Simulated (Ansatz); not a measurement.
## Two runs on TiO

System: TiO (4 atoms in the cell).
Method of run A: DFT r2SCAN, scalar-relativistic, plane waves, PAW, no spin polarisation (Ansatz 0.2.0).

The structure derives from a Materials Project entry. Text and figures count atoms from 1; the logs count them from 0 in places.

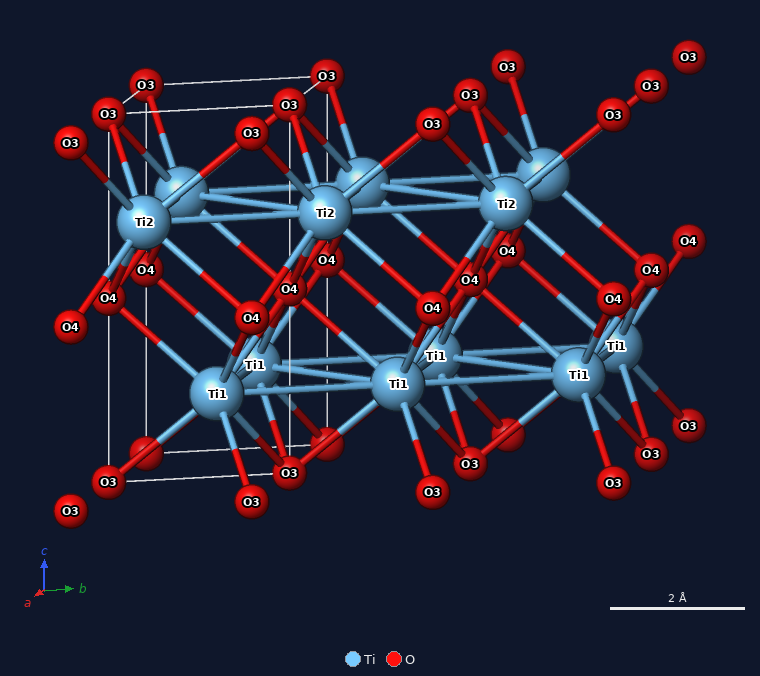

Figure 1. The input geometry (ball-and-stick view of the cell of the calculation, repeated 2 × 3 × 1, seen slightly off an axis; atoms are numbered from 1 in the order of the input). An atom can appear more than once, as a periodic image. Near neighbours in the periodic cell (some may lie outside the picture): Ti has 6 O at 2.16 Å and 6 Ti at 2.85 Å; O has 6 Ti at 2.16 Å.

**Input, run A**
```yaml
crystal:
  lattice:
    - [2.8516080131, 0.0, 0.0]
    - [-1.4258040066, 2.469564981, 0.0]
    - [0.0, 0.0, 5.567503]
  atoms:
    - { symbol: Ti, position: [0.3333333333, 0.6666666667, 0.25] }
    - { symbol: Ti, position: [0.6666666667, 0.3333333333, 0.75] }
    - { symbol: O, position: [0.0, 0.0, 0.0] }
    - { symbol: O, position: [0.0, 0.0, 0.5] }
basis:
  ecutwfc: 150
kpoints:
  mp_grid: { grid: [18, 18, 8] }
hamiltonian:
  xc: r2scan
scf:
  occupations: { method: gaussian, width: 0.1 }
output:
  forces: true
  stress: true
  eigenvalues: true
```

Command:
```bash
ansatz run input.yaml --threads 1 --pin off --max-ram 2560MiB --backend cpu --events-out ev --progress --plain --runs-dir out
```

Hardware: 1 thread of Intel Xeon @ 2.50GHz (Skylake/Cascade Lake), 189 GiB of memory available, shared host.

**Output, shortened to warnings, some set-up lines, iterations and results (run A)**
```
Warning: basis.ecutwfc = 150 eV is below the records' recommended 500 eV, and the density's cutoff is lower with it unless basis.ecutrho_ratio is high enough to keep the records' density cutoff: compare with a run at a higher cutoff
Basis set: ecut = 150 eV, 161 PW (Γ), exchange–correlation on 48×48×96 points (64 copies of the dense FFT grid, shifted against one another)
Symmetry: 24 space group operations
k-points: 185 of 2592
Initial density: superposition of atomic densities (neutral atoms: chi_scale 0, normalization atom), corrected by the library's trained network
[...]
SCF iter   1: F=—  HF=-6081.117765 eV  |F-HF|=—  |Δ(HF+E_count)|=         —  Δρ=3.47e-1  dr2=2.31e1  dr2_τ=3.29e0  ethr=1.77e-3  ⟨swp⟩=4.1  Hψ=17039  notcnv=0
SCF iter   2: F=—  HF=-6071.305660 eV  |F-HF|=—  |Δ(HF+E_count)|=    9.81e0  Δρ=1.59e-1  dr2=4.34e0  dr2_τ=3.28e-1  ethr=1.77e-3  ⟨swp⟩=2.7  Hψ=10320  notcnv=0
SCF iter   3: F=—  HF=-6069.319034 eV  |F-HF|=—  |Δ(HF+E_count)|=    1.99e0  Δρ=2.08e-2  dr2=5.17e-2  dr2_τ=2.83e-2  ethr=1.77e-3  ⟨swp⟩=2.4  Hψ=9505  notcnv=0
SCF iter   4: F=—  HF=-6069.389701 eV  |F-HF|=—  |Δ(HF+E_count)|=   7.07e-2  Δρ=6.40e-3  dr2=9.64e-3  dr2_τ=7.91e-4  ethr=1.44e-4  ⟨swp⟩=2.1  Hψ=6430  notcnv=0
SCF iter   5: F=—  HF=-6069.397731 eV  |F-HF|=—  |Δ(HF+E_count)|=   8.03e-3  Δρ=1.74e-3  dr2=6.89e-4  dr2_τ=9.78e-5  ethr=2.68e-5  ⟨swp⟩=3.0  Hψ=8232  notcnv=0
SCF iter   6: F=—  HF=-6069.398093 eV  |F-HF|=—  |Δ(HF+E_count)|=   3.63e-4  Δρ=3.42e-4  dr2=4.38e-5  dr2_τ=1.53e-6  ethr=1.91e-6  ⟨swp⟩=2.5  Hψ=5309  notcnv=0
SCF iter   7: F=—  HF=-6069.398106 eV  |F-HF|=—  |Δ(HF+E_count)|=   1.28e-5  Δρ=5.96e-5  dr2=1.35e-6  dr2_τ=4.80e-8  ethr=1.22e-7  ⟨swp⟩=2.9  Hψ=7238  notcnv=0
SCF iter   8: F=-6069.398107 eV  HF=-6069.398107 eV  |F-HF|=1.37e-8  |Δ(HF+E_count)|=   9.48e-7  Δρ=1.40e-5  dr2=8.26e-8  dr2_τ=4.32e-9  ethr=2.78e-10  ⟨swp⟩=5.6  Hψ=17309  …
SCF 1 converged in 8 iterations: F = -6069.398107 eV  dr2 = 8.26e-8
SCF converged after 8 iterations
Free energy (F): -6069.398107 eV
Harris-Foulkes:  -6069.398107 eV  (|F-HF|=1.37e-8)
Internal energy: -6069.396342 eV  (E = F + TS)
E sigma→0 (E₀):  -6069.397225 eV
Entropy (-TS):   -0.001764 eV (-0.441 meV/atom)
Fermi energy:    18.334809 eV
--- Per-component energies (eV) ---
  E_band       = -284.442363
  E_kinetic    = 977.824781
  E_local      = -1640.362510  (includes V_loc(G=0)·N_el)
  E_nonlocal   = 41.010945
  E_hartree    = 612.685262
  E_xc         = -362.469984
  E_vxc        = -518.429988  (∫ρ·V_xc dr)
  E_paw        = -2392.205534  (= ΣΔE_a)
  E_vpaw       = -403.011643  (= ΣTr[D̂ρ^β])
  E_aug_tail   = 0.107898  (compensation charges beyond the density's cutoff)
  E_vtau       = 33.041583  (kinetic-family band-sum trace: ∫τ·v_τ [+ j·A + Jᵃ·Aᵃ] dr)
  E_ewald      = -3305.416402
  E_core_change = -0.570796  (= ΣΔE_core)
  E_smearing   = -0.001764  (= −TS)
  E_closure    = 0.000000  (closes the sum)
  Σ components = -6069.398107   (vs F -6069.398107, Δ=0.00e0)
--- Forces (eV/Å), atoms counted from 1 ---
  atom   1  Ti    -0.00000000    -0.00000000     0.00000000
  atom   2  Ti     0.00000000     0.00000000     0.00000000
  atom   3  O      0.00000000     0.00000000    -0.00000000
  atom   4  O      0.00000000    -0.00000000     0.00000000
  max |Σ_I F_I| component: 2.31e-18 eV/Å
--- Stress (GPa, compression-positive) ---
       24.284013      -0.000000       0.000000
        0.000000      24.284013       0.000000
        0.000000       0.000000      80.129750
  P = ⅓ Tr σ = 42.8993 GPa (428.993 kbar)
```

For run B the input was changed thus:
```diff
-  ecutwfc: 150
+  ecutwfc: 300
```

Predict how the results change.

The free energy of run B is 20247.8 meV per atom lower, which measures how much it depends on this numerical setting. The pressure goes from 42.90 to −4.36 GPa. More plane waves can only lower the energy of a fixed Hamiltonian, so the higher cutoff gives the lower value. The number of SCF iterations is the same. The plane waves at Γ go from 161 to 453. On the same kind of shared host run B took about 2.1 times as long.

**Output, shortened to warnings, some set-up lines, iterations and results (run B)**
```
Warning: basis.ecutwfc = 300 eV is below the records' recommended 500 eV, and the density's cutoff is lower with it unless basis.ecutrho_ratio is high enough to keep the records' density cutoff: compare with a run at a higher cutoff
Basis set: ecut = 300 eV, 453 PW (Γ), exchange–correlation on 72×72×128 points (64 copies of the dense FFT grid, shifted against one another)
Symmetry: 24 space group operations
k-points: 185 of 2592
Initial density: superposition of atomic densities (neutral atoms: chi_scale 0, normalization atom), corrected by the library's trained network
[...]
SCF iter   1: F=—  HF=-6150.126575 eV  |F-HF|=—  |Δ(HF+E_count)|=         —  Δρ=2.88e-2  dr2=1.52e-1  dr2_τ=1.98e-1  ethr=1.77e-3  ⟨swp⟩=4.2  Hψ=16899  notcnv=0
SCF iter   2: F=—  HF=-6150.378662 eV  |F-HF|=—  |Δ(HF+E_count)|=   2.52e-1  Δρ=1.50e-2  dr2=3.11e-2  dr2_τ=5.76e-3  ethr=4.23e-4  ⟨swp⟩=2.0  Hψ=8857  notcnv=0
SCF iter   3: F=—  HF=-6150.387269 eV  |F-HF|=—  |Δ(HF+E_count)|=   8.61e-3  Δρ=4.81e-3  dr2=2.80e-3  dr2_τ=8.50e-4  ethr=8.64e-5  ⟨swp⟩=2.2  Hψ=6230  notcnv=0
SCF iter   4: F=—  HF=-6150.389375 eV  |F-HF|=—  |Δ(HF+E_count)|=   2.11e-3  Δρ=2.09e-3  dr2=1.39e-3  dr2_τ=2.11e-4  ethr=7.78e-6  ⟨swp⟩=2.0  Hψ=5940  notcnv=0
SCF iter   5: F=—  HF=-6150.389201 eV  |F-HF|=—  |Δ(HF+E_count)|=   1.74e-4  Δρ=5.46e-4  dr2=8.11e-5  dr2_τ=4.11e-6  ethr=3.86e-6  ⟨swp⟩=2.0  Hψ=5602  notcnv=0
SCF iter   6: F=—  HF=-6150.389252 eV  |F-HF|=—  |Δ(HF+E_count)|=   5.16e-5  Δρ=2.44e-4  dr2=2.06e-5  dr2_τ=1.35e-6  ethr=2.25e-7  ⟨swp⟩=2.0  Hψ=5925  notcnv=0
SCF iter   7: F=—  HF=-6150.389250 eV  |F-HF|=—  |Δ(HF+E_count)|=   2.83e-6  Δρ=6.27e-5  dr2=1.57e-6  dr2_τ=3.63e-8  ethr=5.71e-8  ⟨swp⟩=2.0  Hψ=5436  notcnv=0
SCF iter   8: F=-6150.389249 eV  HF=-6150.389249 eV  |F-HF|=5.60e-8  |Δ(HF+E_count)|=   1.99e-7  Δρ=1.49e-5  dr2=9.10e-8  dr2_τ=2.77e-9  ethr=2.78e-10  ⟨swp⟩=3.3  Hψ=14962  …
SCF 1 converged in 8 iterations: F = -6150.389249 eV  dr2 = 9.10e-8
SCF converged after 8 iterations
Free energy (F): -6150.389249 eV
Harris-Foulkes:  -6150.389249 eV  (|F-HF|=5.60e-8)
Internal energy: -6150.387760 eV  (E = F + TS)
E sigma→0 (E₀):  -6150.388505 eV
Entropy (-TS):   -0.001489 eV (-0.372 meV/atom)
Fermi energy:    16.901062 eV
--- Per-component energies (eV) ---
  E_band       = -238.986786
  E_kinetic    = 912.916398
  E_local      = -1812.624604  (includes V_loc(G=0)·N_el)
  E_nonlocal   = 105.228621
  E_hartree    = 721.730904
  E_xc         = -337.927711
  E_vxc        = -483.915523  (∫ρ·V_xc dr)
  E_paw        = -2433.744229  (= ΣΔE_a)
  E_vpaw       = -435.868319  (= ΣTr[D̂ρ^β])
  E_aug_tail   = 0.020060  (compensation charges beyond the density's cutoff)
  E_vtau       = 31.790504  (kinetic-family band-sum trace: ∫τ·v_τ [+ j·A + Jᵃ·Aᵃ] dr)
  E_ewald      = -3305.416402
  E_core_change = -0.570796  (= ΣΔE_core)
  E_smearing   = -0.001489  (= −TS)
  E_closure    = -0.000000  (closes the sum)
  Σ components = -6150.389249   (vs F -6150.389249, Δ=0.00e0)
--- Forces (eV/Å), atoms counted from 1 ---
  atom   1  Ti    -0.00000000    -0.00000000     0.00000000
  atom   2  Ti     0.00000000     0.00000000     0.00000000
  atom   3  O      0.00000000    -0.00000000     0.00000000
  atom   4  O      0.00000000    -0.00000000     0.00000000
  max |Σ_I F_I| component: 9.25e-18 eV/Å
--- Stress (GPa, compression-positive) ---
       -5.115460       0.000000       0.000000
        0.000000      -5.115460       0.000000
        0.000000       0.000000      -2.835162
  P = ⅓ Tr σ = -4.3554 GPa (-43.554 kbar)
```

**The two runs side by side**

| quantity | run A | run B |
| --- | --- | --- |
| outcome | converged | converged |
| free energy per atom (eV) | −1517.3495 | −1537.5973 |
| energy per atom, smearing taken to zero (eV) | −1517.3493 | −1537.5971 |
| gap on the mesh (eV) | 0.00 | 0.00 |
| pressure (GPa) | 42.90 | −4.36 |
| largest force (eV/Å) | 0.000 | 0.000 |
| SCF iterations | 8 | 8 |
| irreducible k-points | 185 | 185 |
| plane waves at Γ | 161 | 453 |
| wall time (shared host) | 11 s | 22 s |

For both runs: Warnings: the cutoff is below the recommended one.
